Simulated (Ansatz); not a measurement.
# Run report: Al, single-point calculation

System: Al (slab, 5 atoms in the cell).
Method: DFT, LDA, all-electron LAPW, scalar-relativistic, no spin polarisation (Ansatz 0.2.0).

It belongs to a series of runs on one base structure; here: vacuum of 22 Å, LAPW.

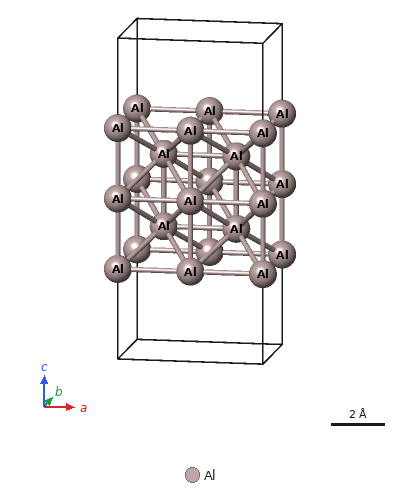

*The structure (ball-and-stick view of the 2 × 1 repeat of the cell, with the vacuum cut short, seen slightly off an axis).*

### The input
```yaml
crystal:
  lattice:
    - [2.8165331402, 0.0, 0.0]
    - [0.0, 3.9831793658, 0.0]
    - [0.0, 0.0, 27.4775]
  atoms:
    - { symbol: Al, position: [0.0, 0.0, 0.4003275139] }
    - { symbol: Al, position: [0.5, 0.5, 0.4487485105] }
    - { symbol: Al, position: [0.0, 0.0, 0.5] }
    - { symbol: Al, position: [0.5, 0.5, 0.5512514894] }
    - { symbol: Al, position: [0.0, 0.0, 0.5996724861] }
kpoints:
  mp_grid: { grid: [14, 10, 1] }
scf:
  occupations: { method: fermi_dirac, width: 0.08 }
hamiltonian:
  xc: lda
  pseudopotentials: { kind: all_electron, lapw: { basis_error: 0.001 } }
output:
  forces: true
  stress: true
  eigenvalues: true
efield:
  axis: 3
  amplitude: 0
  dipole_correction: true
```

Launched with:
```bash
ansatz run input.yaml --threads 2 --pin off --max-ram 4096MiB --backend cpu --events-out ev --progress --plain --runs-dir out
```

### The program's output
```
LAPW: plane waves up to 6.295 Å⁻¹, error target 1.0e-3 eV per atom; small_component_spin mean_spin; Al in spheres of 1.369 Å, 11 of its electrons in bands, Dirac shells [] (how accurate: hamiltonian.pseudopotentials.lapw.basis_error, Limitations)
Engine: ansatz 0.2.0, x86_64-unknown-linux-gnu
Pseudopotentials: kind: all_electron
Pseudopotential: Al, LAPW, valence charge 11, lapw/all_electron/scalar/gaussian/Al, Koelling and Harmon's equation, gaussian nucleus
Functional definition: SPW92
  exchange = slater_x
  correlation = pw_c
Crystal: 5 atoms, lattice volume = 308.263 Å³
Basis set: ecut = 150.96079675048625 eV, 1257 PW (Γ), exchange–correlation at level 2
Bands: 33, of which v1, the nominal top of the filled ones, is band 28 counted from 1 (27 counted from 0)
Symmetry: 4 space group operations
k-points: 48 of 140
Non-local potential: Al, projectors of the file, none
Initial density: superposition of atomic densities (neutral atoms: chi_scale 0, normalization atom)
Initial wavefunctions: plane waves of lowest kinetic energy (no species holds an atomic orbital)
Functional: x = slater, c = lda
iter 1 solved again at ethr=1.47e-2 eV; its pass at ethr=1.00e-1 eV (dr2=8.07e0 eV) is discarded
SCF iter   1: F=—  HF=-32914.493954 eV  |F-HF|=—  |Δ(HF+E_count)|=         —  Δρ=1.47e-2  dr2=8.13e0  ethr=1.47e-2  p=-0.000 e·Å  D=-2.76e-15 V/Å  ΔV_dip=0.00 eV  dr2_dipole=4.53e-18  V_vac-E_F(+/−)=6.76/6.76 eV  ⟨swp⟩=2.1  Hψ=11719  notcnv=0
efield: sawtooth ramp at fractional position 0.9500 (placed from the atoms, in the widest stretch of the axis that holds none; the zero of the levels goes with the place), width 0.1000; the density the first Hamiltonian is built on has a dipole p = 0.000 e·Å; the dipole correction subtracts the counter field D = 1.21e-14 V/Å, which shifts the + side's vacuum level by -0.00 eV against the − side's; the planar-averaged density in the ramp window peaks in size at 3.6e-8 e/Å³
preconditioner: auto → LDOS  [metal: Δε(μ)=0.016 eV  Ē_g=6.810 eV  σ=0.080 eV  W_gap=0.05  n_scr=38 (ndim 8)  ℏωp=8.2 eV  f_vac=0.651  D(μ)=2.29/eV (n_scr^D=10)  β→1.0]
SCF iter   2: F=—  HF=-32913.435545 eV  |F-HF|=—  |Δ(HF+E_count)|=    1.06e0  Δρ=9.51e-3  dr2=9.14e-1  ethr=1.47e-2  p=-0.000 e·Å  D=-1.03e-10 V/Å  ΔV_dip=0.00 eV  dr2_dipole=8.76e-11  V_vac-E_F(+/−)=3.89/3.89 eV  ⟨swp⟩=3.9  Hψ=5350  notcnv=0
iter 3 solved again at ethr=5.64e-5 eV; its pass at ethr=1.66e-3 eV (dr2=3.10e-2 eV) is discarded
SCF iter   3: F=—  HF=-32913.282449 eV  |F-HF|=—  |Δ(HF+E_count)|=   1.53e-1  Δρ=1.41e-3  dr2=3.12e-2  ethr=5.64e-5  p=0.000 e·Å  D=1.64e-6 V/Å  ΔV_dip=-0.00 eV  dr2_dipole=5.76e-11  V_vac-E_F(+/−)=4.40/4.40 eV  ⟨swp⟩=2.1  Hψ=8527  notcnv=0  defer=1
SCF iter   4: F=—  HF=-32913.276000 eV  |F-HF|=—  |Δ(HF+E_count)|=         —  Δρ=3.92e-4  dr2=1.52e-3  ethr=5.64e-5  p=0.000 e·Å  D=4.44e-7 V/Å  ΔV_dip=-0.00 eV  dr2_dipole=1.12e-16  V_vac-E_F(+/−)=4.16/4.16 eV  ⟨swp⟩=3.0  Hψ=5102  notcnv=0
the basis was enlarged: its passes take 90.1 KiB over the memory plan, 2 of 2 planned eigensolver slots
SCF iter   5: F=—  HF=-32913.275821 eV  |F-HF|=—  |Δ(HF+E_count)|=   1.79e-4  Δρ=8.47e-5  dr2=5.80e-5  ethr=2.76e-6  p=0.000 e·Å  D=1.66e-7 V/Å  ΔV_dip=-0.00 eV  dr2_dipole=5.45e-16  V_vac-E_F(+/−)=4.13/4.13 eV  ⟨swp⟩=3.0  Hψ=4812  notcnv=0
SCF iter   6: F=—  HF=-32913.275830 eV  |F-HF|=—  |Δ(HF+E_count)|=   9.57e-6  Δρ=1.69e-5  dr2=1.82e-6  ethr=1.05e-7  p=0.000 e·Å  D=1.76e-8 V/Å  ΔV_dip=-0.00 eV  dr2_dipole=1.37e-15  V_vac-E_F(+/−)=4.13/4.13 eV  ⟨swp⟩=2.6  Hψ=4529  notcnv=0
SCF iter   7: F=-32913.275831 eV  HF=-32913.275831 eV  |F-HF|=2.04e-8  |Δ(HF+E_count)|=   9.35e-7  Δρ=2.63e-6  dr2=8.53e-8  ethr=3.30e-9  p=-0.000 e·Å  D=-7.88e-10 V/Å  ΔV_dip=0.00 eV  dr2_dipole=1.85e-17  V_vac-E_F(+/−)=4.13/4.13 eV  ⟨swp⟩=3.0  Hψ=4787  notcnv=0
SCF 1 converged in 7 iterations: F = -32913.275831 eV  dr2 = 8.53e-8
SCF converged after 7 iterations
Free energy (F): -32913.275831 eV
Harris-Foulkes:  -32913.275831 eV  (|F-HF|=2.04e-8)
Internal energy: -32913.240513 eV  (E = F + TS)
E sigma→0 (E₀):  -32913.258172 eV
Entropy (-TS):   -0.035318 eV (-7.064 meV/atom)
Fermi energy:    -0.396310 eV
Dipole field:    D = -0.000000 V/Å  (p = -0.000000 e·Å, saw-weighted, corrected)
Work function:   Φ+ = 4.1289 eV   Φ− = 4.1289 eV
Levels:          The Fermi level and band energies are counted from a zero that moves with the ramp; work functions are not
--- Per-component energies (eV) ---
  E_band       = -3056.940768
  E_kinetic    = 32944.278051
  E_xc         = -2405.571890
  E_efield     = 0.000000  (sawtooth field / dipole correction)
  E_electrostatic = -63451.946675  (all electrons and nuclei)
  E_smearing   = -0.035318  (= −TS)
  E_closure    = 0.000000  (closes the sum)
  E_atoms      = -32893.926504  (free atoms, spherical and without spin; not in F)
  Σ components = -32913.275831   (vs F -32913.275831, Δ=0.00e0)
  Basis errors (estimates in eV, not in F): energy 3.7e-4 per atom: plane waves 3.5e-4 (2.0e-4 summed), levels above the bands 2.1e-17, relativity 6.7e-10, radial functions 2.0e-5, core shells 3.1e-12; eigenvalues (radial functions only) 7.8e-7; not estimated: angular momenta, meshes, grids; target (lapw.basis_error) 1.0e-3; muffin-tin radii Al 1.369 Å
--- Forces (eV/Å), atoms counted from 1 ---
  atom   1  Al     0.00000000    -0.00000000    -0.00183934
  atom   2  Al     0.00000000    -0.00000000    -0.00101102
  atom   3  Al     0.00000000     0.00000000    -0.00000008
  atom   4  Al     0.00000000     0.00000000     0.00101120
  atom   5  Al     0.00000000     0.00000000     0.00183924
  max |Σ_I F_I| component: 9.02e-9 eV/Å
--- Stress (GPa, compression-positive) ---
       -0.803232       0.000000      -0.000000
        0.000000      -0.491264      -0.000000
       -0.000000      -0.000000       0.008878
  P = ⅓ Tr σ = -0.4285 GPa (-4.285 kbar)
--- Band table (eV; the first three rows and the last of 48) ---
  k-point 0: bands = ["-103.0950", "-103.0950", "-102.9990", "-102.9982", "-102.9708", "-65.3218", "-65.3215", "-65.3010", "-65.3010", "-65.2664", "-65.2664", "-65.2070", "-65.2001", "-65.1985", "-65.1959", "-65.1947", "-65.1944", "-65.1726", "-65.1699", "-65.1610", "-11.3263", "-9.5463", "-6.7917", "-3.8757", "-2.9813", "-1.4978", "-1.3404", "-1.1488", "0.2983", "1.3844", "1.7039", "3.0542", "3.5896"]
  k-point 1: bands = ["-103.0950", "-103.0950", "-102.9989", "-102.9982", "-102.9708", "-65.3219", "-65.3216", "-65.3010", "-65.3010", "-65.2664", "-65.2664", "-65.2072", "-65.2001", "-65.1981", "-65.1959", "-65.1947", "-65.1946", "-65.1727", "-65.1700", "-65.1608", "-11.2338", "-9.4559", "-6.7085", "-4.0636", "-3.8139", "-2.3280", "-1.1449", "-0.2553", "0.5714", "1.3507", "1.8720", "3.3690", "3.4795"]
  k-point 2: bands = ["-103.0950", "-103.0950", "-102.9989", "-102.9982", "-102.9708", "-65.3219", "-65.3216", "-65.3010", "-65.3010", "-65.2664", "-65.2664", "-65.2076", "-65.1999", "-65.1973", "-65.1957", "-65.1951", "-65.1948", "-65.1729", "-65.1705", "-65.1605", "-10.9568", "-9.1859", "-6.4787", "-5.4770", "-3.9526", "-3.3537", "-1.4564", "-0.2170", "1.6697", "1.7028", "2.4479", "3.4023", "3.6789"]
  k-point 47: bands = ["-103.0938", "-103.0938", "-102.9976", "-102.9970", "-102.9696", "-65.3206", "-65.3203", "-65.2998", "-65.2998", "-65.2809", "-65.2809", "-65.2109", "-65.2087", "-65.2058", "-65.1992", "-65.1987", "-65.1934", "-65.1825", "-65.1706", "-65.1602", "-4.7559", "-4.6484", "-4.5870", "-4.1833", "-3.2002", "-3.1689", "-3.0031", "-1.7772", "-1.1418", "0.1211", "0.2871", "0.4605", "1.5901"]
```

### Summary

```tsv
quantity	value
outcome	converged
electrons in bands (core shells apart)	55
free energy	−32913.2758 eV
Fermi energy	−0.396 eV
largest force (length of the vector)	0.002 eV/Å
hardware	2 threads of Intel Xeon (Granite Rapids), 32 GiB of memory available, shared host
wall time	19 s (CPU time 37 s)
peak memory	0.55 GiB
```
